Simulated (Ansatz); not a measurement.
**Geometry relaxation, with input and output: Ti6B12H (part 1 of 3)**

The run: geometry relaxation of Ti6B12H (slab, 38 atoms in the cell). Method and program: DFT PBE+D3(BJ), scalar-relativistic, plane waves, PAW, no spin polarisation (Ansatz 0.2.0).

The structure derives from an entry of the Crystallography Open Database. The input holds or restrains some coordinates. Forces given for the steps count only the free coordinates. It belongs to a series of runs on one base structure; here: 1 H2 a cell, upright, over a top B site.

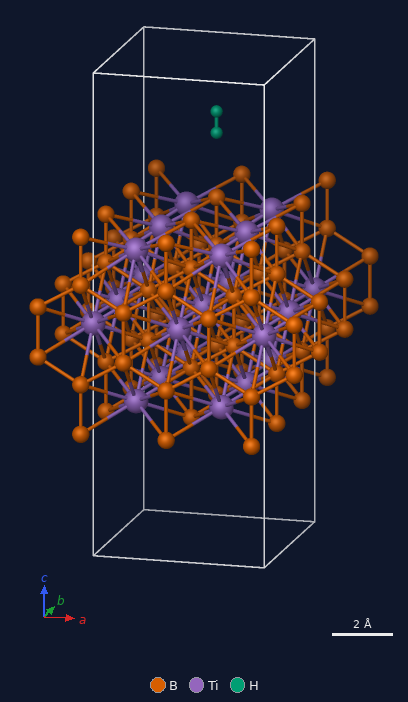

Fig. 1: The structure as given in the input (ball-and-stick view of the cell of the calculation, with the vacuum cut short, seen slightly off an axis; bonded neighbours outside the cell are drawn too). An atom can appear more than once, as a periodic image.

The input
```yaml
crystal:
  lattice:
    - [6.0074565198, 0.0, 0.0]
    - [0.0, 6.3633101388, 0.0]
    - [0.0, 0.0, 25.6868132777]
  atoms:
    - { symbol: B, position: [0.5, 0.25, 0.3114438492] }
    - { symbol: B, position: [0.5, 0.75, 0.3114438492] }
    - { symbol: B, position: [0.0, 0.25, 0.3114438492] }
    - { symbol: B, position: [0.0, 0.75, 0.3114438492] }
    - { symbol: Ti, position: [0.25, 0.0, 0.345200534] }
    - { symbol: Ti, position: [0.25, 0.5, 0.345200534] }
    - { symbol: Ti, position: [0.75, 0.0, 0.345200534] }
    - { symbol: Ti, position: [0.75, 0.5, 0.345200534] }
    - { symbol: B, position: [0.5, 0.25, 0.3789572188] }
    - { symbol: B, position: [0.5, 0.75, 0.3789572188] }
    - { symbol: B, position: [0.0, 0.25, 0.3789572188] }
    - { symbol: B, position: [0.0, 0.75, 0.3789572188] }
    - { symbol: B, position: [0.75, 0.25, 0.4127139036] }
    - { symbol: B, position: [0.75, 0.75, 0.4127139036] }
    - { symbol: B, position: [0.25, 0.25, 0.4127139036] }
    - { symbol: B, position: [0.25, 0.75, 0.4127139036] }
    - { symbol: Ti, position: [0.5, 0.0, 0.4470561816] }
    - { symbol: Ti, position: [0.5, 0.5, 0.4470561816] }
    - { symbol: Ti, position: [0.0, 0.0, 0.4470561816] }
    - { symbol: Ti, position: [0.0, 0.5, 0.4470561816] }
    - { symbol: B, position: [0.75, 0.25, 0.4809442945] }
    - { symbol: B, position: [0.75, 0.75, 0.4809442945] }
    - { symbol: B, position: [0.25, 0.25, 0.4809442945] }
    - { symbol: B, position: [0.25, 0.75, 0.4809442945] }
    - { symbol: B, position: [0.0, 0.25, 0.5146546693] }
    - { symbol: B, position: [0.0, 0.75, 0.5146546693] }
    - { symbol: B, position: [0.5, 0.25, 0.5146546693] }
    - { symbol: B, position: [0.5, 0.75, 0.5146546693] }
    - { symbol: Ti, position: [0.75, 0.0, 0.5515110544] }
    - { symbol: Ti, position: [0.75, 0.5, 0.5515110544] }
    - { symbol: Ti, position: [0.25, 0.0, 0.5515110544] }
    - { symbol: Ti, position: [0.25, 0.5, 0.5515110544] }
    - { symbol: B, position: [0.0, 0.25, 0.5801202211] }
    - { symbol: B, position: [0.0, 0.75, 0.5801202211] }
    - { symbol: B, position: [0.5, 0.25, 0.5801202211] }
    - { symbol: B, position: [0.5, 0.75, 0.5801202211] }
    - { symbol: H, position: [0.5, 0.75, 0.6681031085] }
    - { symbol: H, position: [0.5, 0.75, 0.6973009694] }
basis:
  ecutwfc: 420
kpoints:
  mp_grid: { grid: [3, 3, 1] }
hamiltonian:
  xc: pbe
  dispersion: d3bj
scf:
  occupations: { method: gaussian, width: 0.1 }
output:
  forces: true
  eigenvalues: true
  write_density: true
  write_potential: true
  elf: true
  volumetric_format: npy
relax:
  adjacent_minimum: "off"
  f_tol: 0.04
  max_steps: 100
  constraints: [{ sites: [0, 1, 2, 3, 4, 5, 6, 7, 8, 9, 10, 11, 12, 13, 14, 15] }]
efield:
  axis: 3
  dipole_correction: true
  ramp_width: 0.04
```

Run on 4 threads of Intel Xeon (Sapphire Rapids), 16 GiB of memory available, shared host.

Run as:
```bash
ansatz run input.yaml --threads 4 --pin off --max-ram 12288MiB --backend cpu --events-out ev --progress --plain --runs-dir out
```

Log
```
Engine: ansatz 0.2.0, x86_64-unknown-linux-gnu
Pseudopotentials: kind: paw
Pseudopotential: B, paw, valence charge 3, recommended cutoff 420 eV (normal), B.paw.azcp
Pseudopotential: Ti, paw, valence charge 12, recommended cutoff 420 eV (normal), Ti.paw.azcp
Pseudopotential: H, paw, valence charge 1, recommended cutoff 420 eV (normal), H.paw.azcp
Functional definition: PBE
  parameter kappa = 0.804
  parameter beta = 0.06672455060314922
  exchange = pbe_x(kappa = kappa, mu = beta*pi^2/3)
  correlation = pbe_c(beta = beta)
Crystal: 38 atoms, lattice volume = 981.938 Å³
Basis set: ecut = 420 eV, 19205 PW (Γ), exchange–correlation on 90×90×360 points (8 copies of the dense FFT grid, shifted against one another)
Bands: 147, of which v1, the nominal top of the filled ones, is band 109 counted from 1 (108 counted from 0)
Symmetry: 4 space group operations
Space group: Pmm2 (ITA 25), of the structure as read, at distance tolerance 9.9e-5 Å
k-points: 4 of 9
Non-local potential: B, projectors of the file, l = 0: 2, l = 1: 2, l = 2: 1
Non-local potential: Ti, projectors of the file, l = 0: 3, l = 1: 2, l = 2: 3, l = 3: 1
Non-local potential: H, projectors of the file, l = 0: 2, l = 1: 1
PAW form: soft (Blöchl's): semilocal exchange-correlation on the pseudo side does not see the compensation charge
PAW one-centre angular grid: B, 110 points (default); XC on 64 Gauss nodes
PAW one-centre angular grid: Ti, 590 points (default); XC on 64 Gauss nodes
PAW one-centre angular grid: H, 110 points (default); XC on 64 Gauss nodes
Initial density: superposition of atomic densities (neutral atoms: chi_scale 0, normalization atom), corrected by the library's trained network
Initial wavefunctions: pseudopotential atomic-orbital guess
Functional: x = pbe(κ = 0.804, μ = 0.2195149727645171), c = pbe(β = 0.06672455060314922)
SCF iter   1: F=—  HF=-33796.098284 eV  |F-HF|=—  |Δ(HF+E_count)|=         —  Δρ=4.43e-3  dr2=4.91e-1  ethr=1.77e-3  p=0.043 e·Å  D=7.88e-3 V/Å  ΔV_dip=-0.20 eV  dr2_dipole=1.78e-2  V_vac-E_F(+/−)=5.27/5.47 eV  ⟨swp⟩=6.2  Hψ=2730  notcnv=0  defer=1
efield: sawtooth ramp at fractional position 0.9844 (placed from the atoms, in the widest stretch of the axis that holds none; the zero of the levels goes with the place), width 0.0400; the density the first Hamiltonian is built on has a dipole p = 0.043 e·Å; the dipole correction subtracts the counter field D = 7.88e-3 V/Å, which shifts the + side's vacuum level by -0.20 eV against the − side's; the planar-averaged density in the ramp window peaks in size at 6.8e-6 e/Å³
preconditioner: auto → LDOS  [metal: Δε(μ)=0.170 eV  Ē_g=6.806 eV  σ=0.100 eV  W_gap=0.50  n_scr=148 (ndim 8)  ℏωp=13.1 eV  f_vac=0.591  D(μ)=10.06/eV (n_scr^D=38)  β→1.0]
SCF iter   2: F=—  HF=-33796.048458 eV  |F-HF|=—  |Δ(HF+E_count)|=   4.98e-2  Δρ=2.15e-3  dr2=6.47e-2  ethr=2.25e-4  p=0.025 e·Å  D=4.66e-3 V/Å  ΔV_dip=-0.12 eV  dr2_dipole=5.73e-4  V_vac-E_F(+/−)=5.45/5.57 eV  ⟨swp⟩=2.0  Hψ=922  notcnv=0  defer=10
SCF iter   3: F=—  HF=-33796.035579 eV  |F-HF|=—  |Δ(HF+E_count)|=   1.29e-2  Δρ=9.12e-4  dr2=1.39e-2  ethr=2.97e-5  p=0.027 e·Å  D=4.92e-3 V/Å  ΔV_dip=-0.13 eV  dr2_dipole=9.52e-5  V_vac-E_F(+/−)=5.47/5.60 eV  ⟨swp⟩=3.2  Hψ=988  notcnv=0  defer=10
SCF iter   4: F=—  HF=-33796.032769 eV  |F-HF|=—  |Δ(HF+E_count)|=   2.81e-3  Δρ=1.55e-4  dr2=4.79e-4  ethr=6.39e-6  p=0.026 e·Å  D=4.86e-3 V/Å  ΔV_dip=-0.12 eV  dr2_dipole=3.12e-5  V_vac-E_F(+/−)=5.48/5.60 eV  ⟨swp⟩=2.0  Hψ=707  notcnv=0  defer=10
SCF iter   5: F=—  HF=-33796.032812 eV  |F-HF|=—  |Δ(HF+E_count)|=   4.33e-5  Δρ=4.97e-5  dr2=5.04e-5  ethr=2.20e-7  p=0.026 e·Å  D=4.86e-3 V/Å  ΔV_dip=-0.12 eV  dr2_dipole=2.49e-8  V_vac-E_F(+/−)=5.48/5.61 eV  ⟨swp⟩=2.5  Hψ=804  notcnv=0  defer=3
SCF iter   6: F=-33796.032827 eV  HF=-33796.032823 eV  |F-HF|=3.71e-6  |Δ(HF+E_count)|=   1.08e-5  Δρ=1.44e-5  dr2=1.90e-6  ethr=1.83e-8  p=0.027 e·Å  D=4.88e-3 V/Å  ΔV_dip=-0.13 eV  dr2_dipole=3.15e-8  V_vac-E_F(+/−)=5.48/5.61 eV  ⟨swp⟩=22.2  Hψ=6779  notcnv=0
SCF 1 converged in 6 iterations: F = -33796.032827 eV  dr2 = 1.90e-6
  greatest PAW one-centre occupation: 0.999 electrons in one spin orbital (limit 2), on the Ti atom at site 7 (counted from 0), in its partial waves of l = 0
relax step   1: F+E_penalty+E_count = -33796.03282669 eV  Δ(F+E_penalty+E_count) = +0.000e0 eV  max|allowed force component| = 2.771e-1 eV/Å  Δτ_max = 0.0000 Å  (6 SCF iters, dr2 threshold 4.00e-5 eV, accepted)
Initial density: handed on by an earlier stage of this run
Initial wavefunctions: those handed on with the density
iter 1 solved again at ethr=1.18e-4 eV; its pass at ethr=3.10e-3 eV (dr2=2.57e-1 eV) is discarded
SCF iter   1: F=—  HF=-33796.128883 eV  |F-HF|=—  |Δ(HF+E_count)|=         —  Δρ=6.30e-3  dr2=2.59e-1  ethr=1.18e-4  p=0.027 e·Å  D=4.88e-3 V/Å  ΔV_dip=-0.13 eV  dr2_dipole=1.23e-4  V_vac-E_F(+/−)=5.49/5.61 eV  ⟨swp⟩=2.0  Hψ=1820  notcnv=0  defer=23
efield: sawtooth ramp at fractional position 0.9844 (handed on by an earlier solve), width 0.0400; the density the first Hamiltonian is built on has a dipole p = 0.027 e·Å; the dipole correction subtracts the counter field D = 4.88e-3 V/Å, which shifts the + side's vacuum level by -0.13 eV against the − side's; the planar-averaged density in the ramp window peaks in size at 3.8e-6 e/Å³
preconditioner: auto → LDOS  [metal: Δε(μ)=0.043 eV  Ē_g=6.807 eV  σ=0.100 eV  W_gap=0.23  n_scr=148 (ndim 8)  ℏωp=13.1 eV  f_vac=0.589  D(μ)=9.31/eV (n_scr^D=38)  β→1.0]
SCF iter   2: F=—  HF=-33796.078846 eV  |F-HF|=—  |Δ(HF+E_count)|=   5.00e-2  Δρ=2.52e-3  dr2=6.51e-2  ethr=1.18e-4  p=-0.017 e·Å  D=-3.17e-3 V/Å  ΔV_dip=0.08 eV  dr2_dipole=1.53e-5  V_vac-E_F(+/−)=5.69/5.61 eV  ⟨swp⟩=4.0  Hψ=718  notcnv=0  defer=23
SCF iter   3: F=—  HF=-33796.057305 eV  |F-HF|=—  |Δ(HF+E_count)|=   2.15e-2  Δρ=2.08e-4  dr2=6.89e-4  ethr=2.98e-5  p=0.014 e·Å  D=2.51e-3 V/Å  ΔV_dip=-0.06 eV  dr2_dipole=1.20e-5  V_vac-E_F(+/−)=5.55/5.61 eV  ⟨swp⟩=3.0  Hψ=725  notcnv=0  defer=23
SCF iter   4: F=—  HF=-33796.057004 eV  |F-HF|=—  |Δ(HF+E_count)|=   3.00e-4  Δρ=9.24e-5  dr2=3.55e-4  ethr=3.16e-7  p=0.016 e·Å  D=3.01e-3 V/Å  ΔV_dip=-0.08 eV  dr2_dipole=8.61e-6  V_vac-E_F(+/−)=5.53/5.61 eV  ⟨swp⟩=3.0  Hψ=1103  notcnv=0  defer=23
SCF iter   5: F=—  HF=-33796.056961 eV  |F-HF|=—  |Δ(HF+E_count)|=   4.33e-5  Δρ=2.44e-5  dr2=2.18e-5  ethr=1.63e-7  p=0.017 e·Å  D=3.06e-3 V/Å  ΔV_dip=-0.08 eV  dr2_dipole=3.36e-7  V_vac-E_F(+/−)=5.53/5.61 eV  ⟨swp⟩=2.0  Hψ=655  notcnv=0  defer=23
SCF iter   6: F=-33796.056963 eV  HF=-33796.056963 eV  |F-HF|=8.09e-8  |Δ(HF+E_count)|=   1.84e-6  Δρ=8.96e-6  dr2=1.22e-6  ethr=2.20e-9  p=0.017 e·Å  D=3.09e-3 V/Å  ΔV_dip=-0.08 eV  dr2_dipole=7.37e-8  V_vac-E_F(+/−)=5.53/5.61 eV  ⟨swp⟩=22.0  Hψ=6583  notcnv=0
SCF 2 converged in 6 iterations: F = -33796.056963 eV  dr2 = 1.22e-6
relax step   2: F+E_penalty+E_count = -33796.05696294 eV  Δ(F+E_penalty+E_count) = -2.414e-2 eV  max|allowed force component| = 9.903e-2 eV/Å  Δτ_max = 0.1941 Å  (6 SCF iters, dr2 threshold 4.80e-6 eV, accepted)
SCF iter   1: F=—  HF=-33796.142475 eV  |F-HF|=—  |Δ(HF+E_count)|=         —  Δρ=6.36e-3  dr2=2.59e-1  ethr=1.22e-3  p=0.017 e·Å  D=3.09e-3 V/Å  ΔV_dip=-0.08 eV  dr2_dipole=6.30e-4  V_vac-E_F(+/−)=5.53/5.61 eV  ⟨swp⟩=3.2  Hψ=1122  notcnv=0
efield: sawtooth ramp at fractional position 0.9844 (handed on by an earlier solve), width 0.0400; the density the first Hamiltonian is built on has a dipole p = 0.017 e·Å; the dipole correction subtracts the counter field D = 3.09e-3 V/Å, which shifts the + side's vacuum level by -0.08 eV against the − side's; the planar-averaged density in the ramp window peaks in size at 3.6e-6 e/Å³
preconditioner: auto → LDOS  [metal: Δε(μ)=0.045 eV  Ē_g=6.804 eV  σ=0.100 eV  W_gap=0.24  n_scr=148 (ndim 8)  ℏωp=13.1 eV  f_vac=0.588  D(μ)=9.30/eV (n_scr^D=38)  β→1.0]
SCF iter   2: F=—  HF=-33796.093538 eV  |F-HF|=—  |Δ(HF+E_count)|=   4.89e-2  Δρ=2.73e-3  dr2=7.23e-2  ethr=1.19e-4  p=-0.034 e·Å  D=-6.24e-3 V/Å  ΔV_dip=0.16 eV  dr2_dipole=1.40e-4  V_vac-E_F(+/−)=5.77/5.61 eV  ⟨swp⟩=4.0  Hψ=901  notcnv=0  defer=3
SCF iter   3: F=—  HF=-33796.067619 eV  |F-HF|=—  |Δ(HF+E_count)|=   2.59e-2  Δρ=2.05e-4  dr2=3.06e-4  ethr=3.32e-5  p=0.006 e·Å  D=1.18e-3 V/Å  ΔV_dip=-0.03 eV  dr2_dipole=8.08e-7  V_vac-E_F(+/−)=5.58/5.61 eV  ⟨swp⟩=3.2  Hψ=700  notcnv=0  defer=3
SCF iter   4: F=—  HF=-33796.067480 eV  |F-HF|=—  |Δ(HF+E_count)|=   1.40e-4  Δρ=8.20e-5  dr2=1.73e-4  ethr=1.40e-7  p=0.011 e·Å  D=1.97e-3 V/Å  ΔV_dip=-0.05 eV  dr2_dipole=3.07e-6  V_vac-E_F(+/−)=5.56/5.61 eV  ⟨swp⟩=4.0  Hψ=1148  notcnv=0  defer=3
SCF iter   5: F=—  HF=-33796.067453 eV  |F-HF|=—  |Δ(HF+E_count)|=   2.67e-5  Δρ=1.50e-5  dr2=4.72e-6  ethr=7.93e-8  p=0.011 e·Å  D=2.05e-3 V/Å  ΔV_dip=-0.05 eV  dr2_dipole=3.07e-9  V_vac-E_F(+/−)=5.56/5.61 eV  ⟨swp⟩=2.0  Hψ=701  notcnv=0  defer=3
SCF iter   6: F=—  HF=-33796.067263 eV  |F-HF|=—  |Δ(HF+E_count)|=   1.90e-4  Δρ=5.23e-6  dr2=6.71e-7  ethr=2.16e-9  p=0.012 e·Å  D=2.14e-3 V/Å  ΔV_dip=-0.06 eV  dr2_dipole=1.04e-7  V_vac-E_F(+/−)=5.56/5.61 eV  ⟨swp⟩=3.0  Hψ=880  notcnv=0  defer=1
SCF iter   7: F=—  HF=-33796.067263 eV  |F-HF|=—  |Δ(HF+E_count)|=   6.79e-7  Δρ=2.26e-6  dr2=1.02e-7  ethr=4.59e-11  p=0.012 e·Å  D=2.14e-3 V/Å  ΔV_dip=-0.05 eV  dr2_dipole=7.84e-9  V_vac-E_F(+/−)=5.56/5.61 eV  ⟨swp⟩=20.2  Hψ=5336  notcnv=0
SCF iter   8: F=-33796.067264 eV  HF=-33796.067264 eV  |F-HF|=1.47e-8  |Δ(HF+E_count)|=   1.64e-7  Δρ=1.06e-6  dr2=2.61e-8  ethr=4.59e-11  p=0.012 e·Å  D=2.13e-3 V/Å  ΔV_dip=-0.05 eV  dr2_dipole=8.49e-10  V_vac-E_F(+/−)=5.56/5.61 eV  ⟨swp⟩=10.8  Hψ=3838  notcnv=0
SCF 3 converged in 8 iterations: F = -33796.067264 eV  dr2 = 2.61e-8
relax step   3: F+E_penalty+E_count = -33796.06726353 eV  Δ(F+E_penalty+E_count) = -1.030e-2 eV  max|allowed force component| = 5.854e-2 eV/Å  Δτ_max = 0.1946 Å  (8 SCF iters, accepted)
SCF iter   1: F=—  HF=-33796.102438 eV  |F-HF|=—  |Δ(HF+E_count)|=         —  Δρ=4.25e-3  dr2=1.15e-1  ethr=4.96e-4  p=0.012 e·Å  D=2.13e-3 V/Å  ΔV_dip=-0.05 eV  dr2_dipole=4.12e-4  V_vac-E_F(+/−)=5.56/5.61 eV  ⟨swp⟩=3.0  Hψ=900  notcnv=0  defer=22
efield: sawtooth ramp at fractional position 0.9844 (handed on by an earlier solve), width 0.0400; the density the first Hamiltonian is built on has a dipole p = 0.012 e·Å; the dipole correction subtracts the counter field D = 2.13e-3 V/Å, which shifts the + side's vacuum level by -0.05 eV against the − side's; the planar-averaged density in the ramp window peaks in size at 3.6e-6 e/Å³
preconditioner: auto → LDOS  [metal: Δε(μ)=0.045 eV  Ē_g=6.802 eV  σ=0.100 eV  W_gap=0.24  n_scr=148 (ndim 8)  ℏωp=13.1 eV  f_vac=0.588  D(μ)=9.28/eV (n_scr^D=38)  β→1.0]
SCF iter   2: F=—  HF=-33796.082629 eV  |F-HF|=—  |Δ(HF+E_count)|=   1.98e-2  Δρ=1.91e-3  dr2=3.55e-2  ethr=5.27e-5  p=-0.028 e·Å  D=-5.08e-3 V/Å  ΔV_dip=0.13 eV  dr2_dipole=2.55e-4  V_vac-E_F(+/−)=5.74/5.61 eV  ⟨swp⟩=4.0  Hψ=852  notcnv=0  defer=22
SCF iter   3: F=—  HF=-33796.069671 eV  |F-HF|=—  |Δ(HF+E_count)|=   1.30e-2  Δρ=1.26e-4  dr2=1.01e-4  ethr=1.63e-5  p=0.005 e·Å  D=8.50e-4 V/Å  ΔV_dip=-0.02 eV  dr2_dipole=4.16e-7  V_vac-E_F(+/−)=5.59/5.61 eV  ⟨swp⟩=3.0  Hψ=668  notcnv=0  defer=22
SCF iter   4: F=—  HF=-33796.069623 eV  |F-HF|=—  |Δ(HF+E_count)|=   4.71e-5  Δρ=3.96e-5  dr2=3.25e-5  ethr=4.65e-8  p=0.010 e·Å  D=1.75e-3 V/Å  ΔV_dip=-0.05 eV  dr2_dipole=7.85e-7  V_vac-E_F(+/−)=5.57/5.61 eV  ⟨swp⟩=3.8  Hψ=951  notcnv=0  defer=22
SCF iter   5: F=—  HF=-33796.069433 eV  |F-HF|=—  |Δ(HF+E_count)|=   1.91e-4  Δρ=9.18e-6  dr2=1.47e-6  ethr=1.49e-8  p=0.010 e·Å  D=1.77e-3 V/Å  ΔV_dip=-0.05 eV  dr2_dipole=4.88e-8  V_vac-E_F(+/−)=5.57/5.61 eV  ⟨swp⟩=2.0  Hψ=795  notcnv=0  defer=22
SCF iter   6: F=—  HF=-33796.069433 eV  |F-HF|=—  |Δ(HF+E_count)|=   3.69e-7  Δρ=3.50e-6  dr2=2.51e-7  ethr=4.59e-11  p=0.010 e·Å  D=1.79e-3 V/Å  ΔV_dip=-0.05 eV  dr2_dipole=4.07e-8  V_vac-E_F(+/−)=5.57/5.61 eV  ⟨swp⟩=21.0  Hψ=5491  notcnv=0
SCF iter   7: F=-33796.069433 eV  HF=-33796.069433 eV  |F-HF|=1.19e-8  |Δ(HF+E_count)|=   2.81e-7  Δρ=1.81e-6  dr2=9.13e-8  ethr=4.59e-11  p=0.010 e·Å  D=1.78e-3 V/Å  ΔV_dip=-0.05 eV  dr2_dipole=1.21e-9  V_vac-E_F(+/−)=5.57/5.61 eV  ⟨swp⟩=11.2  Hψ=4013  notcnv=0
SCF 4 converged in 7 iterations: F = -33796.069433 eV  dr2 = 9.13e-8
relax step   4: F+E_penalty+E_count = -33796.06943348 eV  Δ(F+E_penalty+E_count) = -2.170e-3 eV  max|allowed force component| = 9.596e-3 eV/Å  Δτ_max = 0.1261 Å  (7 SCF iters, accepted)
SCF iter   1: F=—  HF=-33796.072765 eV  |F-HF|=—  |Δ(HF+E_count)|=         —  Δρ=1.30e-3  dr2=1.07e-2  ethr=4.75e-5  p=0.010 e·Å  D=1.78e-3 V/Å  ΔV_dip=-0.05 eV  dr2_dipole=1.55e-5  V_vac-E_F(+/−)=5.57/5.61 eV  ⟨swp⟩=3.0  Hψ=762  notcnv=0
efield: sawtooth ramp at fractional position 0.9844 (handed on by an earlier solve), width 0.0400; the density the first Hamiltonian is built on has a dipole p = 0.010 e·Å; the dipole correction subtracts the counter field D = 1.78e-3 V/Å, which shifts the + side's vacuum level by -0.05 eV against the − side's; the planar-averaged density in the ramp window peaks in size at 3.6e-6 e/Å³
preconditioner: auto → LDOS  [metal: Δε(μ)=0.045 eV  Ē_g=6.801 eV  σ=0.100 eV  W_gap=0.24  n_scr=148 (ndim 8)  ℏωp=13.1 eV  f_vac=0.588  D(μ)=9.28/eV (n_scr^D=38)  β→1.0]
SCF iter   2: F=—  HF=-33796.070967 eV  |F-HF|=—  |Δ(HF+E_count)|=   1.80e-3  Δρ=5.88e-4  dr2=3.40e-3  ethr=4.90e-6  p=-0.001 e·Å  D=-2.53e-4 V/Å  ΔV_dip=0.01 eV  dr2_dipole=1.93e-5  V_vac-E_F(+/−)=5.62/5.61 eV  ⟨swp⟩=4.0  Hψ=873  notcnv=0
SCF iter   3: F=—  HF=-33796.069744 eV  |F-HF|=—  |Δ(HF+E_count)|=   1.22e-3  Δρ=3.85e-5  dr2=9.80e-6  ethr=1.56e-6  p=0.008 e·Å  D=1.51e-3 V/Å  ΔV_dip=-0.04 eV  dr2_dipole=4.66e-8  V_vac-E_F(+/−)=5.57/5.61 eV  ⟨swp⟩=3.0  Hψ=673  notcnv=0
SCF iter   4: F=—  HF=-33796.069588 eV  |F-HF|=—  |Δ(HF+E_count)|=   1.56e-4  Δρ=1.02e-5  dr2=2.75e-6  ethr=4.50e-9  p=0.009 e·Å  D=1.71e-3 V/Å  ΔV_dip=-0.04 eV  dr2_dipole=3.11e-8  V_vac-E_F(+/−)=5.57/5.61 eV  ⟨swp⟩=3.5  Hψ=927  notcnv=0
SCF iter   5: F=—  HF=-33796.069588 eV  |F-HF|=—  |Δ(HF+E_count)|=   3.56e-7  Δρ=3.00e-6  dr2=1.78e-7  ethr=1.26e-9  p=0.009 e·Å  D=1.70e-3 V/Å  ΔV_dip=-0.04 eV  dr2_dipole=1.81e-8  V_vac-E_F(+/−)=5.57/5.61 eV  ⟨swp⟩=2.0  Hψ=682  notcnv=0
SCF iter   6: F=-33796.069588 eV  HF=-33796.069588 eV  |F-HF|=7.15e-8  |Δ(HF+E_count)|=   1.30e-7  Δρ=1.07e-6  dr2=2.28e-8  ethr=4.59e-11  p=0.009 e·Å  D=1.69e-3 V/Å  ΔV_dip=-0.04 eV  dr2_dipole=4.11e-9  V_vac-E_F(+/−)=5.57/5.61 eV  ⟨swp⟩=18.5  Hψ=4980  notcnv=0
SCF 5 converged in 6 iterations: F = -33796.069588 eV  dr2 = 2.28e-8
  greatest PAW one-centre occupation: 0.999 electrons in one spin orbital (limit 2), on the Ti atom at site 6 (counted from 0), in its partial waves of l = 0
relax step   5: F+E_penalty+E_count = -33796.06958789 eV  Δ(F+E_penalty+E_count) = -1.544e-4 eV  max|allowed force component| = 4.569e-3 eV/Å  Δτ_max = 0.0376 Å  (6 SCF iters, accepted)
```

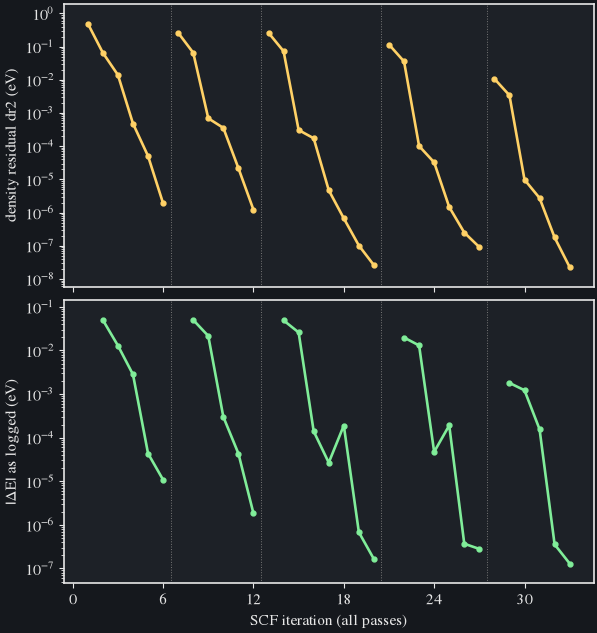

Fig. 2: Convergence of the self-consistent field: density residual dr2 and size of the energy change against the SCF iteration. The dotted lines part the SCF passes of the relaxation: geometry steps, rejected trials and re-solves on a re-selected basis. The 5 passes take 6 to 8 iterations each, 33 in all.
